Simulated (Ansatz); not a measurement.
**Single-point calculation of Ge**

- system: Ge (2 atoms in the cell)
- method: DFT r2SCAN, scalar-relativistic, plane waves, PAW, no spin polarisation (Ansatz 0.2.0)

The structure derives from a Materials Project entry. Figures and captions count atoms from 1; the log counts them from 0 in places.

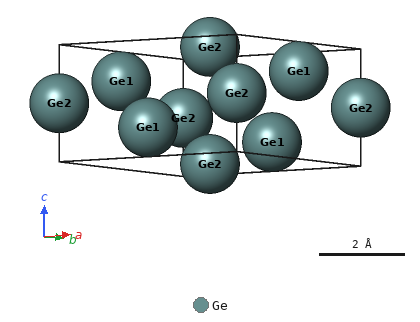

Fig. 1: The structure (spheres-only view of the cell 2 times as large as that of the calculation, set on its symmetry axes, seen at an oblique angle; atoms are numbered from 1 in the order of the input). An atom can appear more than once, as a periodic image.

Key numbers

- outcome: converged
- space group (tolerance 0.01 Å): I4₁/amd (141)
- electrons treated: 28
- free energy: −8605.0874 eV
- Fermi energy: 11.075 eV
- gap on the k-point mesh: none (metallic)
- pressure: 0.61 GPa
- largest force (length of the vector): under 0.001 eV/Å
- hardware: 1 thread of Arm Neoverse V1, 24 GiB of memory available, shared host
- wall time: 74 s
- peak memory: 0.76 GiB

Input
```yaml
crystal:
  lattice:
    - [-2.574489719, 2.574489719, 1.3974126432]
    - [2.574489719, -2.574489719, 1.3974126432]
    - [2.574489719, 2.574489719, -1.3974126432]
  atoms:
    - { symbol: Ge, position: [0.25, 0.75, 0.5] }
    - { symbol: Ge, position: [0.5, 0.5, 0.0] }
basis:
  ecutwfc: 500
kpoints:
  mp_grid: { grid: [20, 20, 20] }
hamiltonian:
  xc: r2scan
scf:
  occupations: { method: gaussian, width: 0.15 }
output:
  forces: true
  stress: true
  eigenvalues: true
  write_density: true
  write_potential: true
  elf: true
  volumetric_format: npy
```

Launch command:
```bash
ansatz run input.yaml --threads 1 --pin off --max-ram 2560MiB --backend cpu --events-out ev --progress --plain --runs-dir out
```

Log
```
Engine: ansatz 0.2.0, aarch64-unknown-linux-gnu
Pseudopotentials: kind: paw
Pseudopotential: Ge, paw, valence charge 14, recommended cutoff 500 eV (meta_gga), Ge.paw.azcp
Functional definition: r2SCAN
  parameter k0 = 0.174
  parameter k1 = 0.065
  parameter a1 = 4.9479
  exchange = r2scan_x(k0 = k0, k1 = k1, a1 = a1)
  correlation = r2scan_c
Crystal: 2 atoms, lattice volume = 37.048 Å³
Basis set: ecut = 500 eV, 909 PW (Γ), exchange–correlation on 120×120×120 points (64 copies of the dense FFT grid, shifted against one another)
Bands: 18, of which v1, the nominal top of the filled ones, is band 14 counted from 1 (13 counted from 0)
Symmetry: 16 space group operations
Space group: I41/amd (ITA 141), of the structure as read, at distance tolerance 3.3e-5 Å
k-points: 641 of 8000
Non-local potential: Ge, projectors of the file, l = 0: 2, l = 1: 2, l = 2: 3, l = 3: 1
PAW form: soft (Blöchl's): semilocal exchange-correlation on the pseudo side does not see the compensation charge
PAW frozen core: Ge, regenerated for the run's functional (the file was generated under x = pbe(κ = 0.804, μ = 0.2195149727645171), c = pbe(β = 0.06672455060314922))
PAW one-centre angular grid: Ge, 590 points (default); XC on 160 Gauss nodes
Initial density: superposition of atomic densities (neutral atoms: chi_scale 0, normalization atom), corrected by the library's trained network
Initial wavefunctions: pseudopotential atomic-orbital guess
Functional: x = r2scan, c = r2scan; τ floored in thin density (d = 2e-4 eV/Å³)
SCF iter   1: F=—  HF=-8605.059609 eV  |F-HF|=—  |Δ(HF+E_count)|=         —  Δρ=7.05e-3  dr2=5.80e-3  dr2_τ=1.82e-3  ethr=1.77e-3  ⟨swp⟩=5.1  Hψ=47495  notcnv=0
preconditioner: auto → Kerker (q_TF=auto, 2.604 Å⁻¹)  [metal: Δε(μ)=0.018 eV  Ē_g=24.530 eV  σ=0.150 eV  W_gap=0.07  n_scr=16 (ndim 8)  ℏωp=32.3 eV  f_vac=0.000  D(μ)=0.70/eV (n_scr^D=4)]
SCF iter   2: F=—  HF=-8605.086332 eV  |F-HF|=—  |Δ(HF+E_count)|=   2.67e-2  Δρ=2.64e-3  dr2=1.19e-3  dr2_τ=2.28e-5  ethr=2.07e-5  ⟨swp⟩=2.0  Hψ=28016  notcnv=0  defer=64
SCF iter   3: F=—  HF=-8605.086971 eV  |F-HF|=—  |Δ(HF+E_count)|=   6.39e-4  Δρ=1.73e-3  dr2=6.09e-4  dr2_τ=7.19e-6  ethr=4.24e-6  ⟨swp⟩=1.0  Hψ=11460  notcnv=0  defer=64
SCF iter   4: F=—  HF=-8605.087301 eV  |F-HF|=—  |Δ(HF+E_count)|=   3.30e-4  Δρ=6.82e-4  dr2=1.10e-4  dr2_τ=1.32e-6  ethr=2.17e-6  ⟨swp⟩=1.9  Hψ=12588  notcnv=0  defer=64
SCF iter   5: F=—  HF=-8605.087360 eV  |F-HF|=—  |Δ(HF+E_count)|=   5.84e-5  Δρ=1.36e-4  dr2=4.99e-6  dr2_τ=4.00e-8  ethr=3.92e-7  ⟨swp⟩=2.0  Hψ=14033  notcnv=0  defer=64
SCF iter   6: F=—  HF=-8605.087361 eV  |F-HF|=—  |Δ(HF+E_count)|=   1.84e-6  Δρ=1.32e-5  dr2=6.92e-8  dr2_τ=4.41e-10  ethr=3.57e-10  ⟨swp⟩=6.3  Hψ=66899  notcnv=0
SCF iter   7: F=-8605.087361 eV  HF=-8605.087361 eV  |F-HF|=2.96e-10  |Δ(HF+E_count)|=   1.32e-8  Δρ=1.51e-6  dr2=7.66e-10  dr2_τ=1.36e-11  ethr=2.47e-10  ⟨swp⟩=4.8  Hψ=56591  notcnv=0
SCF 1 converged in 7 iterations: F = -8605.087361 eV  dr2 = 7.66e-10
  greatest PAW one-centre occupation: 0.998 electrons in one spin orbital (limit 2), on the Ge atom at site 1 (counted from 0), in its partial waves of l = 2
SCF converged after 7 iterations
Free energy (F): -8605.087361 eV
Harris-Foulkes:  -8605.087361 eV  (|F-HF|=2.96e-10)
Internal energy: -8605.079548 eV  (E = F + TS)
E sigma→0 (E₀):  -8605.083455 eV
Entropy (-TS):   -0.007814 eV (-3.907 meV/atom)
Fermi energy:    11.075496 eV
--- Per-component energies (eV) ---
  E_band       = -240.468533
  E_kinetic    = 221.267773
  E_local      = -4291.986836  (includes V_loc(G=0)·N_el)
  E_nonlocal   = 835.941527
  E_hartree    = 1882.978179
  E_xc         = -138.350295
  E_vxc        = -136.230507  (∫ρ·V_xc dr)
  E_paw        = -4063.955647  (= ΣΔE_a)
  E_vpaw       = -643.181739  (= ΣTr[D̂ρ^β])
  E_aug_tail   = 0.000033  (compensation charges beyond the density's cutoff)
  E_vtau       = 7.766031  (kinetic-family band-sum trace: ∫τ·v_τ [+ j·A + Jᵃ·Aᵃ] dr)
  E_ewald      = -3048.802751
  E_core_change = -2.171532  (= ΣΔE_core)
  E_smearing   = -0.007814  (= −TS)
  E_closure    = 0.000000  (closes the sum)
  Σ components = -8605.087361   (vs F -8605.087361, Δ=0.00e0)
--- Forces (eV/Å), atoms counted from 1 ---
  atom   1  Ge     0.00000000     0.00000000     0.00000000
  atom   2  Ge    -0.00000000     0.00000000     0.00000000
  max |Σ_I F_I| component: 2.78e-17 eV/Å
--- Stress (GPa, compression-positive) ---
        0.148947       0.000000      -0.000000
        0.000000       0.148947      -0.000000
       -0.000000       0.000000       1.532497
  P = ⅓ Tr σ = 0.6101 GPa (6.101 kbar)
--- Band table (eV; the first three rows and the last of 641) ---
  k-point 0: bands = ["-14.3556", "-14.3086", "-14.2759", "-14.2726", "-14.1598", "-14.1598", "-14.1537", "-14.1537", "-14.0853", "-14.0182", "-2.8604", "6.9568", "8.5373", "8.5373", "14.8224", "19.0625", "19.0625", "19.6546"]
  k-point 1: bands = ["-14.3541", "-14.3089", "-14.2768", "-14.2714", "-14.1604", "-14.1590", "-14.1533", "-14.1532", "-14.0862", "-14.0197", "-2.8314", "6.6046", "8.5693", "8.8275", "14.9669", "18.6029", "18.9061", "19.8510"]
  k-point 2: bands = ["-14.3499", "-14.3097", "-14.2792", "-14.2675", "-14.1623", "-14.1570", "-14.1522", "-14.1516", "-14.0888", "-14.0241", "-2.7443", "5.8963", "8.6650", "9.3564", "15.3935", "17.8255", "18.4849", "19.7736"]
  k-point 640: bands = ["-14.3149", "-14.3149", "-14.1818", "-14.1818", "-14.1619", "-14.1619", "-14.1573", "-14.1573", "-14.1504", "-14.1504", "1.7952", "1.7952", "4.9103", "4.9103", "17.6100", "17.6100", "22.7157", "22.7157"]
```

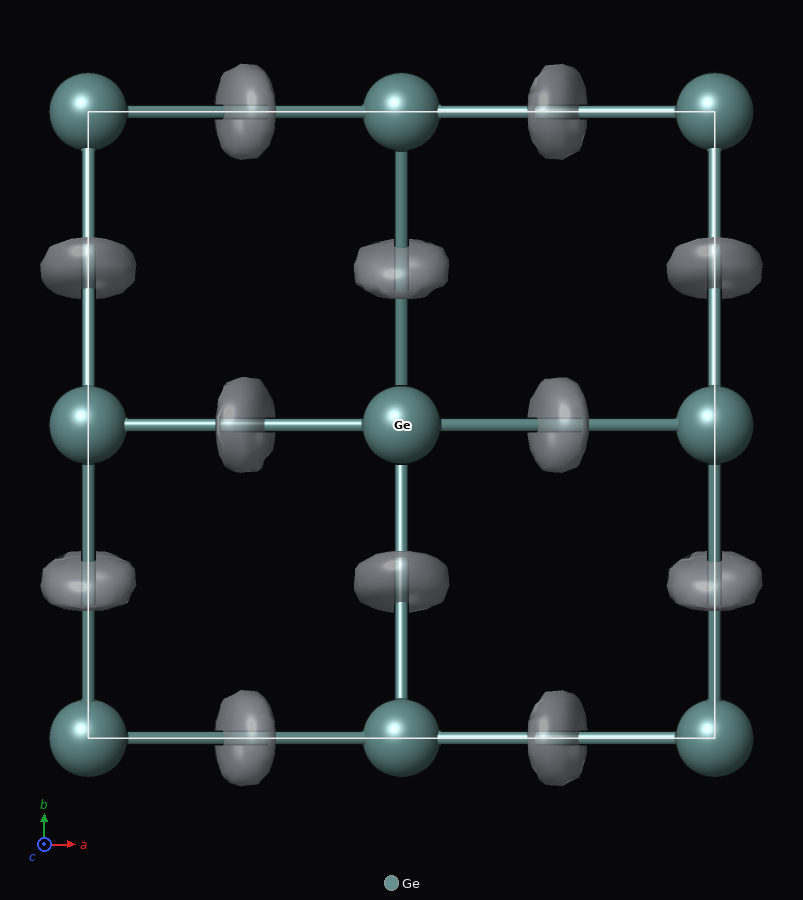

Fig. 2: Isosurface of the electron localisation function at 0.6 (grey), seen along the c axis. Only the valence region is drawn (cores and ρ < 0.01 e/Å³ removed). Sticks mark near contacts. The outline is the cell set on symmetry axes. Profiles from the grid: Ge–Ge (2.67 Å): the ELF peaks at about 0.65 between the atoms. Core electrons are frozen (PAW), so the fields are smoothed inside the atomic spheres.

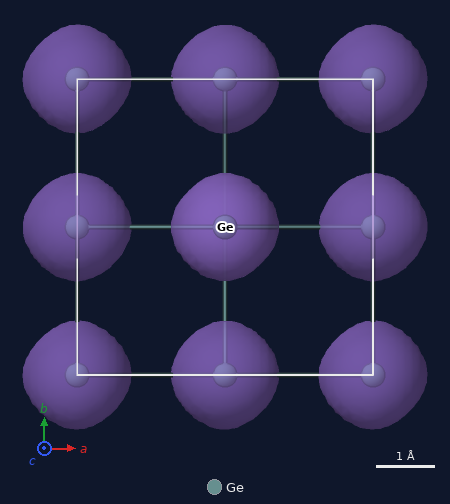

Fig. 3: Isosurface of the valence electron density at 0.5 e/Å³ (purple), seen along the c axis. Sticks mark near contacts. The outline is the cell set on symmetry axes. At this value the density breaks into separate islands; it holds about 75 % of the electrons treated as valence (semicore included). It is pinched off along the Ge–Ge (2.67 Å) and Ge–Ge (2.79 Å) contacts. On the grid the lowest density along these lines, outside the cores, is 0.34 e/Å³ (Ge–Ge, 2.67 Å) and 0.26 e/Å³ (Ge–Ge, 2.79 Å).

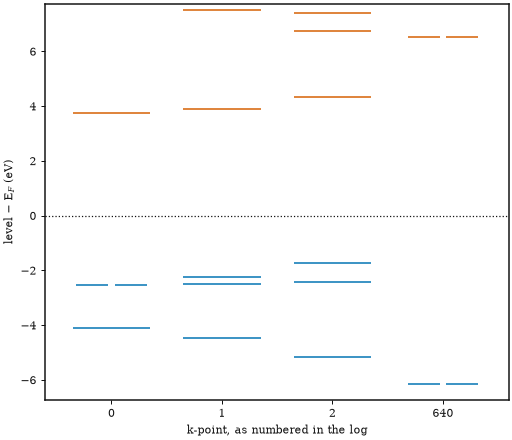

Fig. 4: Kohn–Sham levels near the Fermi level (dotted) at the few k-points that the log prints; levels within 0.02 eV of each other stand side by side. The system is metallic on the full mesh.
